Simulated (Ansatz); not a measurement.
## Two runs on MgO

System: MgO (Amm2, 8 atoms in the cell).
Method of run A: DFT PBEsol, scalar-relativistic, plane waves, PAW, no spin polarisation (Ansatz 0.2.0).

The structure derives from an entry of the Crystallography Open Database. Text and figures count atoms from 1; the logs count them from 0 in places.

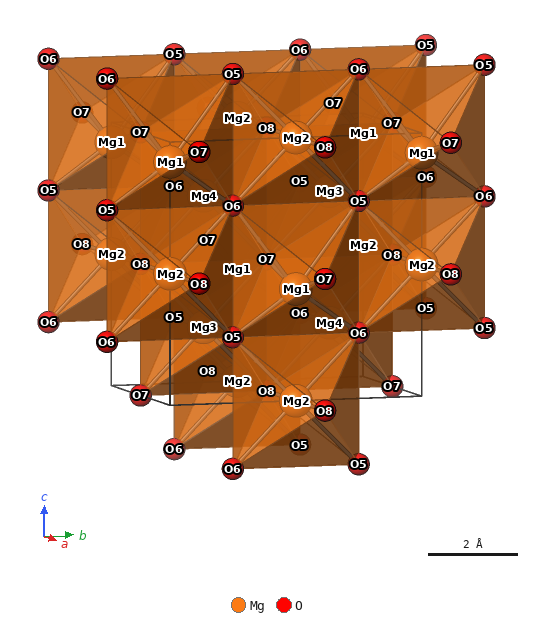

The structure (polyhedral view of the cell 2 times as large as that of the calculation, set on its symmetry axes, seen slightly off an axis; polyhedra are completed across the faces of the cell; atoms are numbered from 1 in the order of the input). An atom can appear more than once, as a periodic image.

### Input, run A
```yaml
crystal:
  lattice:
    - [4.2142114404, 0.0, 0.0]
    - [0.0, -4.2142114404, 0.0]
    - [0.0, 0.0, -4.2142114404]
  atoms:
    - { symbol: Mg, position: [-0.0755059531, -0.0755059531, 0.0] }
    - { symbol: Mg, position: [0.5, 0.5, 0.0] }
    - { symbol: Mg, position: [0.5, 0.0, 0.5] }
    - { symbol: Mg, position: [0.0, 0.5, 0.5] }
    - { symbol: O, position: [0.5, 0.0, 0.0] }
    - { symbol: O, position: [0.0, 0.5, 0.0] }
    - { symbol: O, position: [0.0, 0.0, 0.5] }
    - { symbol: O, position: [0.5, 0.5, 0.5] }
basis:
  ecutwfc: 420
kpoints:
  mp_grid: { grid: [6, 6, 6] }
hamiltonian:
  xc: pbesol
scf:
  occupations: { method: gaussian, width: 0.05 }
output:
  forces: true
  stress: true
  eigenvalues: true
```

Command:
```bash
ansatz run input.yaml --threads 1 --pin off --max-ram 2560MiB --backend cpu --events-out ev --progress --plain --runs-dir out
```

Hardware: 1 thread of Arm Neoverse V1, 24 GiB of memory available, shared host.

### Output, shortened to warnings, some set-up lines, iterations and results (run A)
```
Basis set: ecut = 420 eV, 1419 PW (Γ), exchange–correlation on 60×60×60 points (8 copies of the dense FFT grid, shifted against one another)
Symmetry: 4 space group operations
k-points: 52 of 216 (time reversal used)
Initial density: superposition of atomic densities (neutral atoms: chi_scale 0, normalization atom), corrected by the library's trained network
[...]
SCF iter   1: F=—  HF=-9902.437677 eV  |F-HF|=—  |Δ(HF+E_count)|=         —  Δρ=1.49e-2  dr2=1.33e-1  ethr=1.77e-3  ⟨swp⟩=6.2  Hψ=8610  notcnv=0  defer=12
SCF iter   2: F=—  HF=-9902.397347 eV  |F-HF|=—  |Δ(HF+E_count)|=   4.03e-2  Δρ=2.43e-3  dr2=1.78e-3  ethr=2.07e-4  ⟨swp⟩=2.0  Hψ=3393  notcnv=0  defer=144
SCF iter   3: F=—  HF=-9902.396902 eV  |F-HF|=—  |Δ(HF+E_count)|=   4.45e-4  Δρ=1.14e-3  dr2=5.79e-4  ethr=2.78e-6  ⟨swp⟩=2.8  Hψ=3986  notcnv=0  defer=92
SCF iter   4: F=—  HF=-9902.396887 eV  |F-HF|=—  |Δ(HF+E_count)|=   1.55e-5  Δρ=2.67e-4  dr2=3.88e-5  ethr=9.05e-7  ⟨swp⟩=2.1  Hψ=3604  notcnv=0  defer=92
SCF iter   5: F=—  HF=-9902.395993 eV  |F-HF|=—  |Δ(HF+E_count)|=   8.93e-4  Δρ=1.48e-4  dr2=1.27e-5  ethr=6.06e-8  ⟨swp⟩=2.4  Hψ=3067  notcnv=0  defer=92
SCF iter   6: F=—  HF=-9902.395991 eV  |F-HF|=—  |Δ(HF+E_count)|=   2.42e-6  Δρ=2.84e-5  dr2=3.32e-7  ethr=1.98e-8  ⟨swp⟩=2.0  Hψ=2620  notcnv=0  defer=92
SCF iter   7: F=-9902.395991 eV  HF=-9902.395991 eV  |F-HF|=2.56e-10  |Δ(HF+E_count)|=   3.36e-7  Δρ=4.39e-6  dr2=7.62e-9  ethr=1.56e-10  ⟨swp⟩=7.3  Hψ=8736  notcnv=0
SCF 1 converged in 7 iterations: F = -9902.395991 eV  dr2 = 7.62e-9
SCF converged after 7 iterations
Free energy (F): -9902.395991 eV
Harris-Foulkes:  -9902.395991 eV  (|F-HF|=2.56e-10)
Internal energy: -9902.395991 eV  (E = F + TS)
E sigma→0 (E₀):  -9902.395991 eV
Fermi energy:    10.249854 eV
--- Per-component energies (eV) ---
  E_band       = -1171.728441
  E_kinetic    = 1022.036134
  E_local      = -6492.496696  (includes V_loc(G=0)·N_el)
  E_nonlocal   = 575.515583
  E_hartree    = 2251.544328
  E_xc         = -416.244406
  E_vxc        = -536.350998  (∫ρ·V_xc dr)
  E_paw        = -1731.746512  (= ΣΔE_a)
  E_vpaw       = -243.531486  (= ΣTr[D̂ρ^β])
  E_aug_tail   = 0.010068  (compensation charges beyond the density's cutoff)
  E_ewald      = -5111.391090
  E_core_change = 0.376601  (= ΣΔE_core)
  E_smearing   = -0.000000  (= −TS)
  E_closure    = 0.000000  (closes the sum)
  Σ components = -9902.395991   (vs F -9902.395991, Δ=0.00e0)
--- Forces (eV/Å), atoms counted from 1 ---
  atom   1  Mg     3.75383840    -3.75383840     0.00000000
  atom   2  Mg    -1.02047681     1.02047681     0.00000000
  atom   3  Mg    -0.76628875    -0.26311172     0.00000000
  atom   4  Mg     0.26311172     0.76628875     0.00000000
  atom   5  O     -1.67430210     0.17964953     0.00000000
  atom   6  O     -0.17964953     1.67430210     0.00000000
  atom   7  O     -0.48076868     0.48076868     0.00000000
  atom   8  O      0.10455085    -0.10455085     0.00000000
  max |Σ_I F_I| component: 1.51e-5 eV/Å
--- Stress (GPa, compression-positive) ---
        8.760990       1.146946       0.000000
        1.146946       8.760990       0.000000
        0.000000       0.000000       0.447615
  P = ⅓ Tr σ = 5.9899 GPa (59.899 kbar)
```

For run B the input was changed thus:
```diff
-    - { symbol: Mg, position: [-0.0755059531, -0.0755059531, 0.0] }
+    - { symbol: Mg, position: [-0.0377529766, -0.0377529766, 0.0] }
+  write_density: true
+  write_potential: true
+  elf: true
+  volumetric_format: npy
```

Predict how the results change.

With the same functional and potentials, run B lies 104.8 meV per atom lower. The pressure goes from 5.99 to 1.47 GPa. The largest force goes from 5.309 to 2.302 eV/Å. The number of SCF iterations is the same. On the same kind of shared host run B took about 1.5 times as long.

### Output, shortened to warnings, some set-up lines, iterations and results (run B)
```
Basis set: ecut = 420 eV, 1419 PW (Γ), exchange–correlation on 60×60×60 points (8 copies of the dense FFT grid, shifted against one another)
Symmetry: 4 space group operations
k-points: 52 of 216 (time reversal used)
Initial density: superposition of atomic densities (neutral atoms: chi_scale 0, normalization atom), corrected by the library's trained network
[...]
SCF iter   1: F=—  HF=-9903.274920 eV  |F-HF|=—  |Δ(HF+E_count)|=         —  Δρ=1.47e-2  dr2=1.28e-1  ethr=1.77e-3  ⟨swp⟩=6.1  Hψ=8520  notcnv=0  defer=4
SCF iter   2: F=—  HF=-9903.235801 eV  |F-HF|=—  |Δ(HF+E_count)|=   3.91e-2  Δρ=2.34e-3  dr2=1.57e-3  ethr=2.00e-4  ⟨swp⟩=2.0  Hψ=3373  notcnv=0  defer=142
SCF iter   3: F=—  HF=-9903.235393 eV  |F-HF|=—  |Δ(HF+E_count)|=   4.08e-4  Δρ=1.11e-3  dr2=5.01e-4  ethr=2.45e-6  ⟨swp⟩=2.3  Hψ=3331  notcnv=0  defer=142
SCF iter   4: F=—  HF=-9903.235381 eV  |F-HF|=—  |Δ(HF+E_count)|=   1.19e-5  Δρ=2.16e-4  dr2=2.96e-5  ethr=7.83e-7  ⟨swp⟩=2.1  Hψ=3553  notcnv=0  defer=142
SCF iter   5: F=—  HF=-9903.234411 eV  |F-HF|=—  |Δ(HF+E_count)|=   9.70e-4  Δρ=5.40e-5  dr2=1.32e-6  ethr=4.62e-8  ⟨swp⟩=3.2  Hψ=3492  notcnv=0  defer=142
SCF iter   6: F=—  HF=-9903.234411 eV  |F-HF|=—  |Δ(HF+E_count)|=   1.99e-7  Δρ=2.55e-5  dr2=2.99e-7  ethr=1.56e-10  ⟨swp⟩=12.6  Hψ=14763  notcnv=0
SCF iter   7: F=-9903.234411 eV  HF=-9903.234411 eV  |F-HF|=4.33e-9  |Δ(HF+E_count)|=   5.11e-8  Δρ=5.89e-6  dr2=1.52e-8  ethr=1.56e-10  ⟨swp⟩=7.3  Hψ=11339  notcnv=0
SCF 1 converged in 7 iterations: F = -9903.234411 eV  dr2 = 1.52e-8
SCF converged after 7 iterations
Free energy (F): -9903.234411 eV
Harris-Foulkes:  -9903.234411 eV  (|F-HF|=4.33e-9)
Internal energy: -9903.234411 eV  (E = F + TS)
E sigma→0 (E₀):  -9903.234411 eV
Fermi energy:    10.290729 eV
--- Per-component energies (eV) ---
  E_band       = -1170.170585
  E_kinetic    = 1020.340188
  E_local      = -6429.282648  (includes V_loc(G=0)·N_el)
  E_nonlocal   = 575.111043
  E_hartree    = 2222.042214
  E_xc         = -415.766060
  E_vxc        = -535.723516  (∫ρ·V_xc dr)
  E_paw        = -1732.207873  (= ΣΔE_a)
  E_vpaw       = -244.711893  (= ΣTr[D̂ρ^β])
  E_aug_tail   = 0.010027  (compensation charges beyond the density's cutoff)
  E_ewald      = -5143.857902
  E_core_change = 0.376601  (= ΣΔE_core)
  E_smearing   = -0.000000  (= −TS)
  E_closure    = -0.000000  (closes the sum)
  Σ components = -9903.234411   (vs F -9903.234411, Δ=0.00e0)
--- Forces (eV/Å), atoms counted from 1 ---
  atom   1  Mg     1.62762334    -1.62762334     0.00000000
  atom   2  Mg    -0.42754058     0.42754058     0.00000000
  atom   3  Mg    -0.39680580    -0.12075200     0.00000000
  atom   4  Mg     0.12075200     0.39680580     0.00000000
  atom   5  O     -0.53783296     0.19910826     0.00000000
  atom   6  O     -0.19910826     0.53783296     0.00000000
  atom   7  O     -0.23288947     0.23288947     0.00000000
  atom   8  O      0.04581585    -0.04581585     0.00000000
  max |Σ_I F_I| component: 1.41e-5 eV/Å
--- Stress (GPa, compression-positive) ---
        2.166043       0.094147       0.000000
        0.094147       2.166043       0.000000
        0.000000       0.000000       0.089501
  P = ⅓ Tr σ = 1.4739 GPa (14.739 kbar)
```

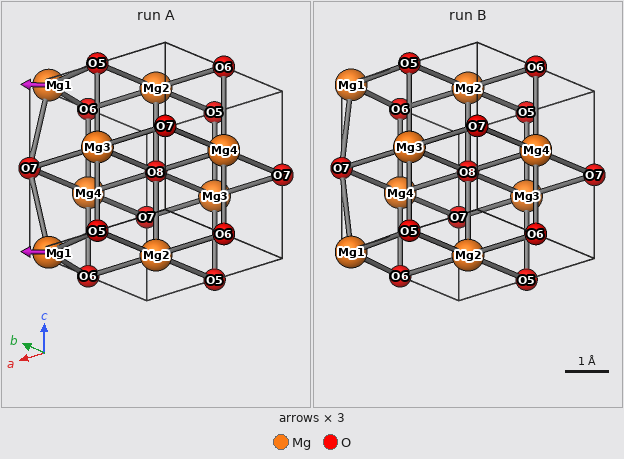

The two input geometries at one scale (ball-and-stick view of the cell of the calculation, seen at an oblique angle). The pink arrows on the first give the shifts of the atoms relative to the cell, magnified 3 times. Mg1 moves most: 0.22 Å. O stays in place. The cell doesn't change. Among the contacts that change: Mg1–O5 2.446 → 2.272 Å, Mg1–O7 2.155 → 2.119 Å.

### The two runs side by side

| quantity | run A | run B |
| --- | --- | --- |
| outcome | converged | converged |
| free energy per atom (eV) | −1237.7995 | −1237.9043 |
| gap on the mesh (eV) | 4.58 | 4.61 |
| pressure (GPa) | 5.99 | 1.47 |
| largest force (eV/Å) | 5.309 | 2.302 |
| SCF iterations | 7 | 7 |
| irreducible k-points | 52 | 52 |
| plane waves at Γ | 1419 | 1419 |
| wall time (shared host) | 13 s | 20 s |
